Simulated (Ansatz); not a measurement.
**Run report: Sr₂Ti₂O₅, single-point calculation (part 1 of 2)**

System: Sr₂Ti₂O₅ (9 atoms in the cell).
Method: DFT PBEsol, scalar-relativistic, plane waves, PAW, spin-polarised (Ansatz 0.2.0).

The structure derives from a Materials Project entry. Figures and captions count atoms from 1; the log counts them from 0 in places.

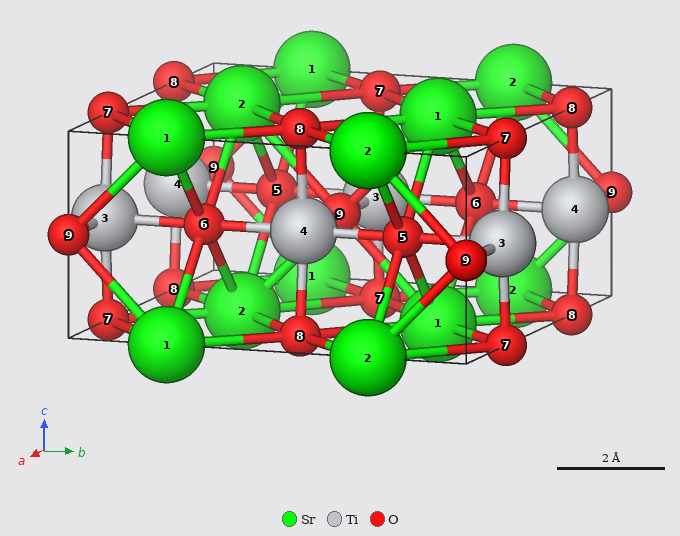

Figure 1. The structure (ball-and-stick view of the cell 2 times as large as that of the calculation, set on its symmetry axes, seen slightly off an axis; atoms are numbered from 1 in the order of the input). An atom can appear more than once, as a periodic image.

**Input**
```yaml
crystal:
  lattice:
    - [3.90773, -3.975337, 0.0]
    - [3.90773, 3.975337, 0.0]
    - [0.0, 0.0, 3.940037]
  atoms:
    - { symbol: Sr, position: [0.753504, 0.246496, 0.0] }
    - { symbol: Sr, position: [0.246496, 0.753504, 0.0] }
    - { symbol: Ti, position: [0.750399, 0.750399, 0.5], spin: 1.0 }
    - { symbol: Ti, position: [0.249601, 0.249601, 0.5], spin: 1.0 }
    - { symbol: O, position: [0.0, 0.5, 0.5] }
    - { symbol: O, position: [0.5, 0.0, 0.5] }
    - { symbol: O, position: [0.725197, 0.725197, 0.0] }
    - { symbol: O, position: [0.274803, 0.274803, 0.0] }
    - { symbol: O, position: [0.0, 0.0, 0.5] }
basis:
  ecutwfc: 420
kpoints:
  mp_grid: { grid: [4, 4, 4] }
hamiltonian:
  xc: pbesol
scf:
  occupations: { method: gaussian, width: 0.1 }
  lower_state_search: "off"
output:
  forces: true
  stress: true
  eigenvalues: true
  populations: true
magnetization:
  spin_polarized: true
```

Launch command:
```bash
ansatz run input.yaml --threads 2 --pin off --max-ram 5120MiB --backend cpu --events-out ev --progress --plain --runs-dir out
```

**Output**
```
Engine: ansatz 0.2.0, x86_64-unknown-linux-gnu
Pseudopotentials: kind: paw
Pseudopotential: Sr, paw, valence charge 10, recommended cutoff 420 eV (normal), Sr.paw.azcp
Pseudopotential: Ti, paw, valence charge 12, recommended cutoff 420 eV (normal), Ti.paw.azcp
Pseudopotential: O, paw, valence charge 6, recommended cutoff 420 eV (normal), O.paw.azcp
Functional definition: PBEsol
  exchange = pbesol_x
  correlation = pbesol_c
Crystal: 9 atoms, lattice volume = 122.413 Å³
Basis set: ecut = 420 eV, 2409 PW (Γ), exchange–correlation on 80×80×54 points (8 copies of the dense FFT grid, shifted against one another)
Bands: 47, of which v1, the nominal top of the filled ones, is band 37 counted from 1 (36 counted from 0)
Symmetry: 8 space group operations
Space group: Cmmm (ITA 65), of the structure as read, at distance tolerance 5.0e-5 Å
Magnetic group: BNS 65.481 (UNI 579), of the structure as read, at distance tolerance 5.0e-5 Å
k-points: 21 of 64
Non-local potential: Sr, projectors of the file, l = 0: 3, l = 1: 2, l = 2: 2
Non-local potential: Ti, projectors of the file, l = 0: 3, l = 1: 2, l = 2: 3, l = 3: 1
Non-local potential: O, projectors of the file, l = 0: 2, l = 1: 2, l = 2: 1
PAW form: soft (Blöchl's): semilocal exchange-correlation on the pseudo side does not see the compensation charge
PAW frozen core: Sr, regenerated for the run's functional, and the local potential with it (the file was generated under x = pbe(κ = 0.804, μ = 0.2195149727645171), c = pbe(β = 0.06672455060314922))
PAW frozen core: Ti, regenerated for the run's functional, and the local potential with it (the file was generated under x = pbe(κ = 0.804, μ = 0.2195149727645171), c = pbe(β = 0.06672455060314922))
PAW frozen core: O, regenerated for the run's functional, and the local potential with it (the file was generated under x = pbe(κ = 0.804, μ = 0.2195149727645171), c = pbe(β = 0.06672455060314922))
PAW one-centre angular grid: Sr, 110 points (default); XC on 64 Gauss nodes
PAW one-centre angular grid: Ti, 590 points (default); XC on 64 Gauss nodes
PAW one-centre angular grid: O, 110 points (default); XC on 64 Gauss nodes
Initial density: superposition of atomic densities (chi_scale 0.1, normalization cell, long waves kept (reshape's long-wave potential 0.04 eV rms))
Starting moments: Σ|m| = 2 μB on 2 of 9 sites
Initial wavefunctions: pseudopotential atomic-orbital guess
Functional: x = pbesol(κ = 0.804, μ = 0.12345679012345678), c = pbesol(β = 0.046)
SCF iter   1: F=—  HF=-14751.185215 eV  |F-HF|=—  |Δ(HF+E_count)|=         —  Δρ=4.16e-2 (↑4.16e-2 ↓4.16e-2)  dr2=4.83e0  dr2_m=6.36e-1  M=0.715 μB ∫|m|=1.014 μB  β_m=0.30  ethr=3.10e-3  ⟨swp⟩=9.0  Hψ=9875  notcnv=0
preconditioner: auto → Kerker (q_TF=auto, 2.509 Å⁻¹)  [metal: Δε(μ)=0.019 eV  Ē_g=12.182 eV  σ=0.100 eV  W_gap=0.11  n_scr=34 (ndim 8)  ℏωp=24.7 eV  f_vac=0.000  D(μ)=3.77/eV (n_scr^D=30)]
spin=Collinear: Kerker preconditioning applied to the charge; magnetization (m = ρ↑ − ρ↓) channel mixes plain (no charge-response kernel on spin).
SCF iter   2: F=—  HF=-14750.636307 eV  |F-HF|=—  |Δ(HF+E_count)|=   5.49e-1  Δρ=2.95e-2 (↑2.95e-2 ↓2.37e-2)  dr2=1.94e0  dr2_m=4.22e-1  M=0.551 μB ∫|m|=0.811 μB  β_m=0.30  ethr=3.10e-3  ⟨swp⟩=2.6  Hψ=3221  notcnv=0  defer=132
SCF iter   3: F=—  HF=-14750.440980 eV  |F-HF|=—  |Δ(HF+E_count)|=   1.95e-1  Δρ=1.65e-2 (↑1.65e-2 ↓1.55e-2)  dr2=6.59e-1  dr2_m=1.87e-1  M=0.666 μB ∫|m|=0.867 μB  β_m=0.30  ethr=2.62e-3  ⟨swp⟩=3.0  Hψ=2818  notcnv=0  defer=132
SCF iter   4: F=—  HF=-14750.354623 eV  |F-HF|=—  |Δ(HF+E_count)|=   8.64e-2  Δρ=1.11e-2 (↑7.28e-3 ↓1.11e-2)  dr2=1.31e-1  dr2_m=7.06e-2  M=0.804 μB ∫|m|=0.962 μB  β_m=0.30  ethr=8.90e-4  ⟨swp⟩=2.9  Hψ=3907  notcnv=0  defer=139
SCF iter   5: F=—  HF=-14750.342656 eV  |F-HF|=—  |Δ(HF+E_count)|=   1.20e-2  Δρ=7.64e-3 (↑7.64e-3 ↓6.60e-3)  dr2=1.94e-2  dr2_m=5.21e-2  M=0.730 μB ∫|m|=0.884 μB  β_m=0.30  ethr=1.78e-4  ⟨swp⟩=2.0  Hψ=3606  notcnv=0  defer=140
SCF iter   6: F=—  HF=-14750.351520 eV  |F-HF|=—  |Δ(HF+E_count)|=   8.86e-3  Δρ=5.59e-3 (↑5.59e-3 ↓5.29e-3)  dr2=1.11e-2  dr2_m=3.03e-2  M=0.720 μB ∫|m|=0.859 μB  β_m=0.30  ethr=2.62e-5  ⟨swp⟩=1.4  Hψ=1986  notcnv=0  defer=138
SCF iter   7: F=—  HF=-14750.357325 eV  |F-HF|=—  |Δ(HF+E_count)|=   5.81e-3  Δρ=4.11e-3 (↑3.72e-3 ↓4.11e-3)  dr2=1.37e-3  dr2_m=1.69e-2  M=0.719 μB ∫|m|=0.848 μB  β_m=0.30  ethr=1.51e-5  ⟨swp⟩=2.0  Hψ=3265  notcnv=0  defer=138
SCF iter   8: F=—  HF=-14750.360364 eV  |F-HF|=—  |Δ(HF+E_count)|=   3.04e-3  Δρ=3.46e-3 (↑3.46e-3 ↓3.05e-3)  dr2=1.03e-3  dr2_m=1.18e-2  M=0.692 μB ∫|m|=0.814 μB  β_m=0.30  ethr=1.85e-6  ⟨swp⟩=1.9  Hψ=2597  notcnv=0  defer=138
SCF iter   9: F=—  HF=-14750.362223 eV  |F-HF|=—  |Δ(HF+E_count)|=   1.86e-3  Δρ=2.57e-3 (↑2.53e-3 ↓2.57e-3)  dr2=1.32e-4  dr2_m=7.25e-3  M=0.684 μB ∫|m|=0.798 μB  β_m=0.30  ethr=1.39e-6  ⟨swp⟩=2.0  Hψ=2951  notcnv=0  defer=138
Mixer restart at iter 9: flushing history
spin-set hold released at iteration 9 (site moments contracting): the magnetisation degrees of freedom join the quasi-Newton model from the next iteration; the mixer history was flushed
SCF iter  10: F=—  HF=-14750.363442 eV  |F-HF|=—  |Δ(HF+E_count)|=   1.22e-3  Δρ=2.12e-3 (↑2.12e-3 ↓2.08e-3)  dr2=1.26e-4  dr2_m=4.94e-3  M=0.669 μB ∫|m|=0.777 μB  β_m=0.48  ethr=1.79e-7  ⟨swp⟩=2.3  Hψ=2899  notcnv=0  defer=138
SCF iter  11: F=—  HF=-14750.366007 eV  |F-HF|=—  |Δ(HF+E_count)|=   2.57e-3  Δρ=7.98e-4 (↑6.94e-4 ↓7.98e-4)  dr2=1.12e-4  dr2_m=6.14e-4  M=0.610 μB ∫|m|=0.694 μB  β_m=0.73  ethr=1.70e-7  ⟨swp⟩=3.0  Hψ=3865  notcnv=0  defer=138
SCF iter  12: F=—  HF=-14750.366604 eV  |F-HF|=—  |Δ(HF+E_count)|=   5.97e-4  Δρ=3.85e-4 (↑3.85e-4 ↓2.07e-4)  dr2=2.04e-4  dr2_m=7.50e-5  M=0.563 μB ∫|m|=0.631 μB  β_m=0.79  ethr=1.51e-7  ⟨swp⟩=2.8  Hψ=3584  notcnv=0  defer=138
SCF iter  13: F=—  HF=-14750.366741 eV  |F-HF|=—  |Δ(HF+E_count)|=   1.36e-4  Δρ=1.96e-4 (↑1.15e-4 ↓1.96e-4)  dr2=6.21e-5  dr2_m=2.00e-5  M=0.539 μB ∫|m|=0.600 μB  β_m=0.83  ethr=1.51e-7  ⟨swp⟩=2.0  Hψ=3353  notcnv=0  defer=138
SCF iter  14: F=—  HF=-14750.367089 eV  |F-HF|=—  |Δ(HF+E_count)|=   3.49e-4  Δρ=1.17e-4 (↑9.31e-5 ↓1.17e-4)  dr2=3.08e-5  dr2_m=7.03e-6  M=0.512 μB ∫|m|=0.567 μB  β_m=0.91  ethr=8.39e-8  ⟨swp⟩=2.3  Hψ=3386  notcnv=0  defer=138
SCF iter  15: F=—  HF=-14750.367123 eV  |F-HF|=—  |Δ(HF+E_count)|=   3.40e-5  Δρ=7.67e-5 (↑6.25e-5 ↓7.67e-5)  dr2=1.13e-5  dr2_m=3.41e-6  M=0.499 μB ∫|m|=0.553 μB  β_m=0.96  ethr=4.16e-8  ⟨swp⟩=2.3  Hψ=3017  notcnv=0  defer=138
SCF iter  16: F=—  HF=-14750.367153 eV  |F-HF|=—  |Δ(HF+E_count)|=   3.03e-5  Δρ=4.20e-5 (↑4.20e-5 ↓3.80e-5)  dr2=4.48e-6  dr2_m=1.07e-6  M=0.486 μB ∫|m|=0.540 μB  β_m=0.92  ethr=1.53e-8  ⟨swp⟩=2.8  Hψ=3250  notcnv=0  defer=138
SCF iter  17: F=—  HF=-14750.367162 eV  |F-HF|=—  |Δ(HF+E_count)|=   8.23e-6  Δρ=1.12e-5 (↑1.12e-5 ↓9.58e-6)  dr2=2.06e-7  dr2_m=7.99e-8  M=0.475 μB ∫|m|=0.528 μB  β_m=0.96  ethr=6.05e-9  ⟨swp⟩=2.9  Hψ=3503  notcnv=0  defer=138
iter 18 did not close the SCF: its close was put off for a magnetic moment that had not settled (scf_convergence_deferred on its scf_iter line)
SCF iter  18: F=-14750.367162 eV  HF=-14750.367162 eV  |F-HF|=1.95e-8  |Δ(HF+E_count)|=   2.09e-7  Δρ=4.96e-6 (↑4.96e-6 ↓4.89e-6)  dr2=2.50e-8  dr2_m=2.15e-8  M=0.474 μB ∫|m|=0.528 μB  β_m=0.98  ethr=1.35e-10  ⟨swp⟩=14.0  Hψ=9967  notcnv=0
iter 19 did not close the SCF: its close was put off for a magnetic moment that had not settled (scf_convergence_deferred on its scf_iter line)
SCF iter  19: F=-14750.367162 eV  HF=-14750.367162 eV  |F-HF|=2.28e-8  |Δ(HF+E_count)|=   1.52e-7  Δρ=3.66e-6 (↑3.66e-6 ↓2.92e-6)  dr2=3.23e-8  dr2_m=3.29e-9  M=0.473 μB ∫|m|=0.527 μB  β_m=0.81  ethr=3.38e-11  ⟨swp⟩=2.0  Hψ=6424  notcnv=0
iter 20 did not close the SCF: its close was put off for a magnetic moment that had not settled (scf_convergence_deferred on its scf_iter line)
SCF iter  20: F=-14750.367162 eV  HF=-14750.367162 eV  |F-HF|=3.59e-9  |Δ(HF+E_count)|=   2.07e-8  Δρ=9.99e-7 (↑9.99e-7 ↓6.94e-7)  dr2=5.36e-9  dr2_m=3.64e-10  M=0.472 μB ∫|m|=0.526 μB  β_m=0.90  ethr=3.38e-11  ⟨swp⟩=2.9  Hψ=6720  notcnv=0
iter 21 did not close the SCF: its close was put off for a magnetic moment that had not settled (scf_convergence_deferred on its scf_iter line)
SCF iter  21: F=-14750.367162 eV  HF=-14750.367162 eV  |F-HF|=9.60e-10  |Δ(HF+E_count)|=  4.73e-11  Δρ=7.27e-7 (↑7.27e-7 ↓4.78e-7)  dr2=1.60e-9  dr2_m=2.17e-10  M=0.472 μB ∫|m|=0.526 μB  β_m=0.95  ethr=7.24e-12  ⟨swp⟩=1.7  Hψ=4614  notcnv=0
SCF iter  22: F=-14750.367162 eV  HF=-14750.367162 eV  |F-HF|=1.56e-9  |Δ(HF+E_count)|=   1.44e-9  Δρ=6.37e-7 (↑6.37e-7 ↓4.82e-7)  dr2=1.77e-9  dr2_m=2.08e-11  M=0.472 μB ∫|m|=0.526 μB  ethr=2.16e-12  ⟨swp⟩=1.3  Hψ=5751  notcnv=0
SCF 1 converged in 22 iterations: F = -14750.367162 eV  dr2 = 1.77e-9
  greatest PAW one-centre occupation: 0.999 electrons in one spin orbital (limit 2), on the Ti atom at site 3 (counted from 0), in its partial waves of l = 0
```

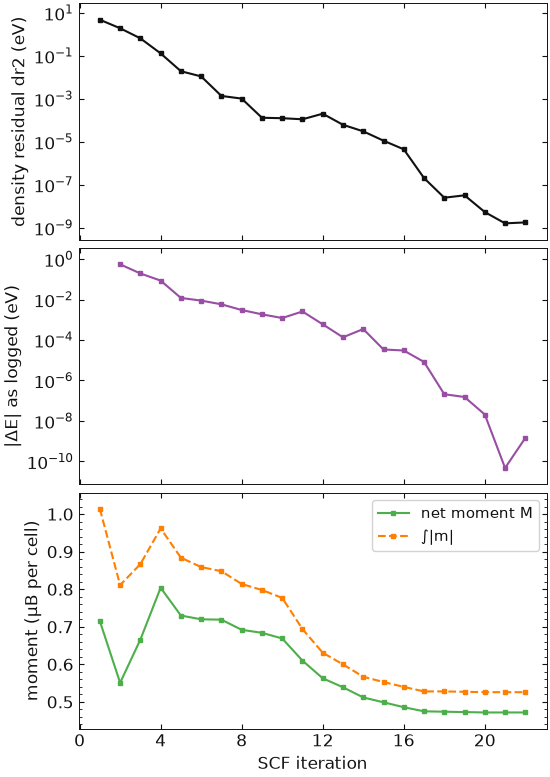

Figure 2. Convergence of the self-consistent field: density residual dr2, size of the energy change and magnetic moment against the SCF iteration. The residual falls almost steadily, with no more than small rises. The net moment goes from 0.7 to 0.5 μB per cell.
